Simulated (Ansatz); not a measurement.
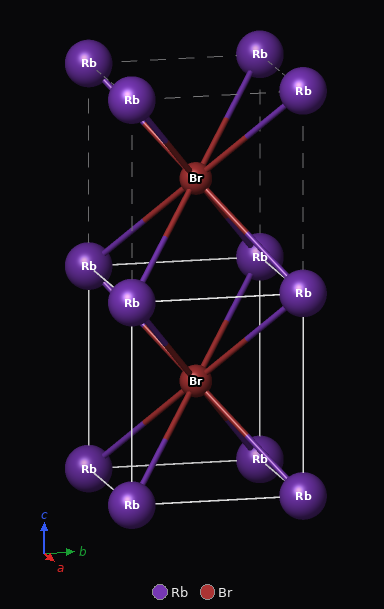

Structure drawing (ball-and-stick), viewed slightly off an axis. Solid lines give the conventional unit cell, repeated here 1×1×2 times.

RbBr, space group P4/mmm (No. 123), a = 3.80 Å, b = 3.80 Å, c = 4.46 Å, α = 90.00°, β = 90.00°, γ = 90.00°.

Calculation details: DFT PBE, scalar-relativistic, plane waves, PAW in Ansatz; a 420 eV plane-wave basis, k-points on a 6×6×6 grid, Gaussian smearing of 0.05 eV, no spin polarisation.

Does it come out as a metal, or with a gap?

Answer. An insulator at this level, with a gap of 3.67 eV on the k-mesh (the true edges may lie between mesh points, so the gap can be somewhat smaller).

What is the computed pressure?

Answer. The computed pressure is 2.7 GPa (compressed: it would expand). The stress isn't hydrostatic: its largest component is 4.5 GPa.

It goes back to a structure listed in the Materials Project. The cell was then strained or its atoms displaced on purpose. An electronic-structure calculation with Ansatz was run on it.
